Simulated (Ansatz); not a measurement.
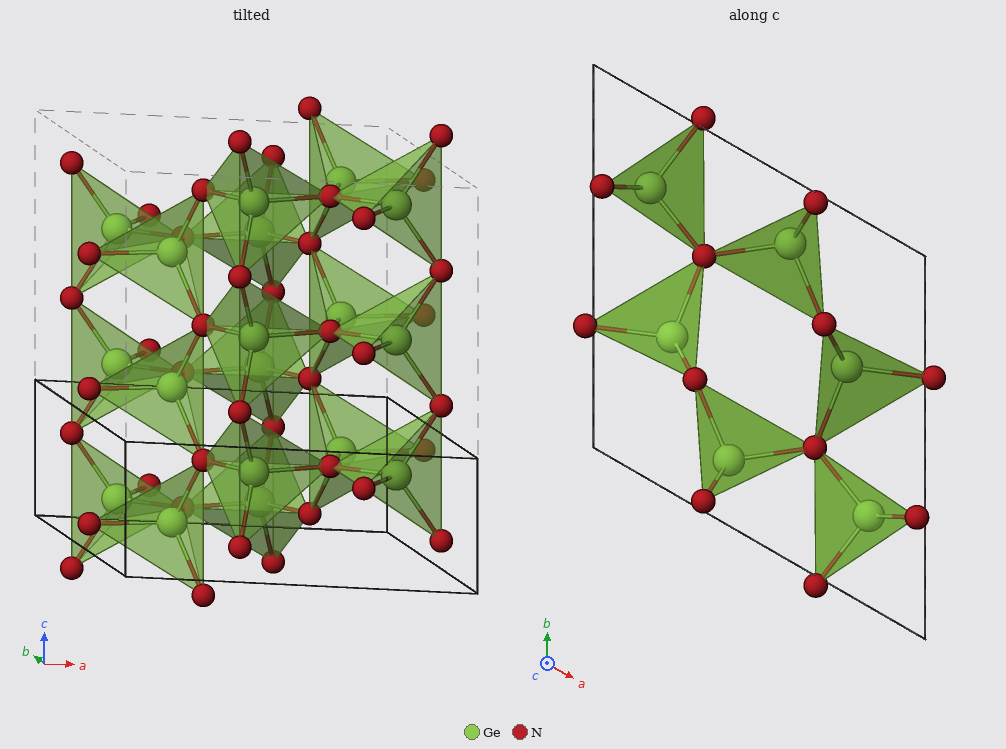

The structure above is drawn in polyhedral style and viewed slightly off an axis and along the c axis. Solid lines give the conventional unit cell, repeated here 1×1×3 times. Some atoms of the next cells are drawn as well.

What can be read from this drawing?

Formula: Ge3N4. The atoms follow space group P6_3/m (No. 176); the Bravais lattice is primitive hexagonal. With Z = 2, the cell contains 6 Ge, 8 N. The polyhedra are GeN4 tetrahedra; they share corners. The neighbours of Ge are four N in a tetrahedral arrangement. Around each N lie three Ge in a distorted trigonal planar arrangement. The bonds build a three-dimensional framework.

The initial geometry was a structure listed in the Materials Project. The cell was then strained or its atoms displaced on purpose. It was run through Ansatz as a DFT input.

At this level of theory the run's own cell isn't at rest (compressed, at 11 GPa), so its distances can differ from those at equilibrium, the more so the softer the solid.
